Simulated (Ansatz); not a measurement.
NiGe (slab)

Input file:

```
crystal:
  lattice:
    - [3.440016757, 0.0, 0.0]
    - [0.0, 5.3107948293, 0.0]
    - [0.0, 0.0, 37.3803802438]
  atoms:
    - { symbol: Ni, position: [0.25, 0.992986533, 0.2006400136] }
    - { symbol: Ni, position: [0.25, 0.492986533, 0.2194109978] }
    - { symbol: Ge, position: [0.75, 0.1883574517, 0.2348375308] }
    - { symbol: Ge, position: [0.25, 0.8116425483, 0.2619817939] }
    - { symbol: Ni, position: [0.75, 0.507013467, 0.2774083268] }
    - { symbol: Ni, position: [0.75, 0.007013467, 0.296179311] }
    - { symbol: Ge, position: [0.25, 0.3116425483, 0.311605844] }
    - { symbol: Ge, position: [0.75, 0.6883574517, 0.3387501071] }
    - { symbol: Ni, position: [0.25, 0.992986533, 0.35417664] }
    - { symbol: Ni, position: [0.25, 0.492986533, 0.3729476243] }
    - { symbol: Ge, position: [0.75, 0.1883574517, 0.3883741572] }
    - { symbol: Ge, position: [0.25, 0.8116425483, 0.4155184203] }
    - { symbol: Ni, position: [0.75, 0.507013467, 0.4309449533] }
    - { symbol: Ni, position: [0.75, 0.007013467, 0.4497159375] }
    - { symbol: Ge, position: [0.25, 0.3116425483, 0.4651424705] }
    - { symbol: Ge, position: [0.75, 0.6883574517, 0.4922867335] }
    - { symbol: Ni, position: [0.25, 0.992986533, 0.5077132665] }
    - { symbol: Ni, position: [0.25, 0.492986533, 0.5264842507] }
    - { symbol: Ge, position: [0.75, 0.1883574517, 0.5419107837] }
    - { symbol: Ge, position: [0.25, 0.8116425483, 0.5690550467] }
    - { symbol: Ni, position: [0.75, 0.507013467, 0.5844815797] }
    - { symbol: Ni, position: [0.75, 0.007013467, 0.6032525639] }
    - { symbol: Ge, position: [0.25, 0.3116425483, 0.6186790969] }
    - { symbol: Ge, position: [0.75, 0.6883574517, 0.64582336] }
    - { symbol: Ni, position: [0.25, 0.992986533, 0.6612498929] }
    - { symbol: Ni, position: [0.25, 0.492986533, 0.6800208772] }
    - { symbol: Ge, position: [0.75, 0.1883574517, 0.6954474101] }
    - { symbol: Ge, position: [0.25, 0.8116425483, 0.7225916732] }
    - { symbol: Ni, position: [0.75, 0.507013467, 0.7380182061] }
    - { symbol: Ni, position: [0.75, 0.007013467, 0.7567891904] }
    - { symbol: Ge, position: [0.25, 0.3116425483, 0.7722157233] }
    - { symbol: Ge, position: [0.75, 0.6883574517, 0.7993599864] }
basis:
  ecutwfc: 420
kpoints:
  mp_grid: { grid: [10, 7, 1] }
hamiltonian:
  xc: pbesol
scf:
  occupations: { method: gaussian, width: 0.1 }
output:
  forces: true
  stress: true
  eigenvalues: true
  write_density: true
  write_potential: true
  elf: true
  volumetric_format: npy
efield:
  axis: 3
  dipole_correction: true
  ramp_width: 0.04
```

Launched as:

```sh
ansatz run input.yaml --threads 4 --pin off --max-ram 10240MiB --backend cpu --events-out ev --progress --plain --runs-dir out
```

Changed on purpose from its base cell (repeats removed: -2); not relaxed (largest force 1.7 eV/Å); computed without spin polarisation.

These are results of Ansatz 0.2.0, DFT PBEsol, scalar-relativistic, plane waves, PAW, not measurements.

What can the converged valence pseudo-density and electron localisation function tell about the bonding?

Answer. Ni–Ge (2.32 Å): the density is about 0.48 e/Å³ at the midpoint; the ELF is about 0.40 at the midpoint.
Ni–Ge (2.49 Å): ρ is about 0.38 e/Å³ halfway; the ELF is about 0.40 at the midpoint.

Does the calculation give a band gap?

Answer. It is metallic or semimetallic at this level of theory: no gap opens.

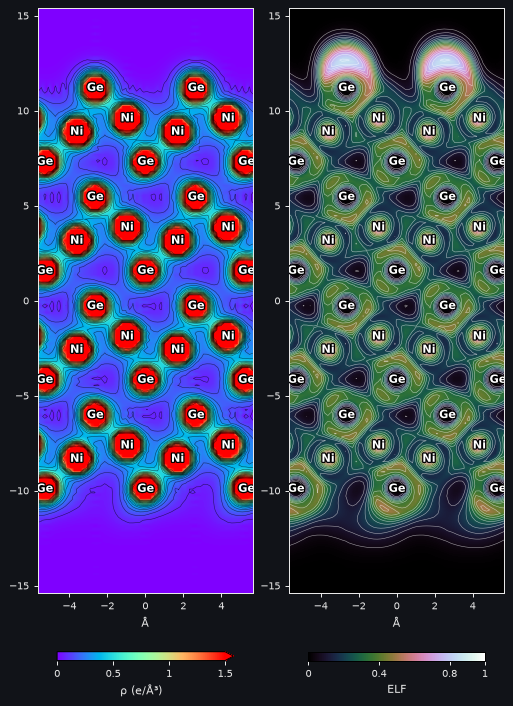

Computed valence pseudo-density and electron localisation function on the (100) plane of the calculation cell, a cut from vacuum to vacuum, in this order. 

Core electrons are frozen (PAW), and the valence fields are smoothed inside the atomic spheres.
